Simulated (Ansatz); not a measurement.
KBr

Input

```
crystal:
  lattice:
    - [0.0203968714, 3.3351370075, 3.2981825641]
    - [3.3644420903, -0.003469421, 3.3220488565]
    - [3.3874002553, 3.3819614648, -0.026427586]
  atoms:
    - { symbol: K, position: [0.0017670191, -4.59585e-05, -0.0018190912] }
    - { symbol: Br, position: [0.4982329809, 0.5000459585, 0.5018190912] }
basis:
  ecutwfc: 420
kpoints:
  mp_grid: { grid: [6, 6, 6] }
hamiltonian:
  xc: pbe
scf:
  occupations: { method: gaussian, width: 0.05 }
output:
  forces: true
  stress: true
  eigenvalues: true
  write_density: true
  write_potential: true
  elf: true
  volumetric_format: npy
```

Launched as:

```sh
ansatz run input.yaml --threads 1 --pin off --max-ram 2560MiB --backend cpu --events-out ev --progress --plain --runs-dir out
```

Below, planes, directions and counts refer to the conventional cell (a = 4.69 Å, b = 4.73 Å, c = 4.73 Å, α = 60.46°, β = 61.06°, γ = 60.28°).

Space group P1.

Computed with DFT PBE, scalar-relativistic, plane waves, PAW (Ansatz).

In a PAW calculation such maps are meaningful between the atoms, not at the nuclei.

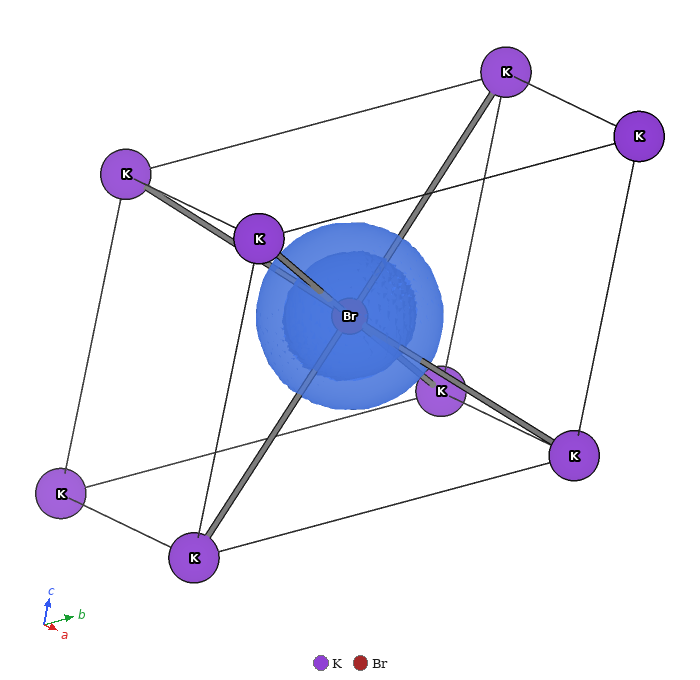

Figure 1. Isosurface of the ELF at 0.85 (blue), seen slightly off an axis. Only the valence region is drawn (cores and ρ < 0.01 e/Å³ removed). Sticks mark near contacts.

### Identify the bonds, lone pairs and shells in this picture.

At this value the surface marks out one region wrapped around Br (its valence shell), counted in one cell of 2 atoms. Any copies at cell faces, edges or corners count once.


K–Br (3.31 Å): the ELF is about 0.10 at the midpoint: a largely ionic contact. K–Br (3.35 Å): the ELF is about 0.10 at the midpoint: a closed-shell, largely ionic contact.

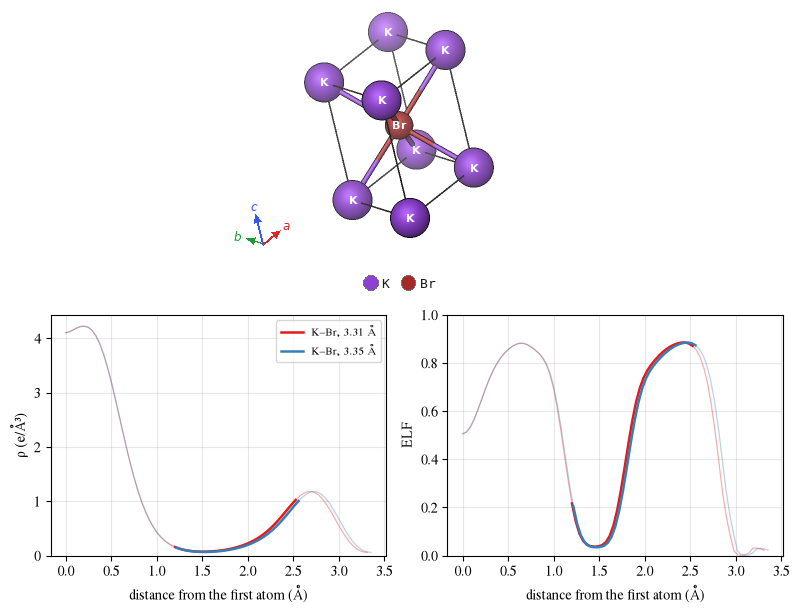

Figure 2. Valence electron density and electron localisation function along straight lines between neighbouring atoms. Thin, pale parts lie inside the atomic spheres. The structure is drawn too.

### What can be read from the curves?

K–Br (3.31 Å): the density is about 0.09 e/Å³ at the midpoint, with its minimum of 0.07 e/Å³ about 1.5 Å from K; the ELF is about 0.10 at the midpoint: a largely ionic contact.
K–Br (3.35 Å): ρ at the midpoint is about 0.08 e/Å³, with its minimum of 0.07 e/Å³ about 1.5 Å from K; the ELF is about 0.10 at the midpoint: an ionic contact with no shared pair.

### Metal or insulator at this level of theory?

It is gapped, with a Kohn–Sham gap of 4.3 eV on the k-point mesh (the band edges may lie off the mesh, which would make the gap smaller).
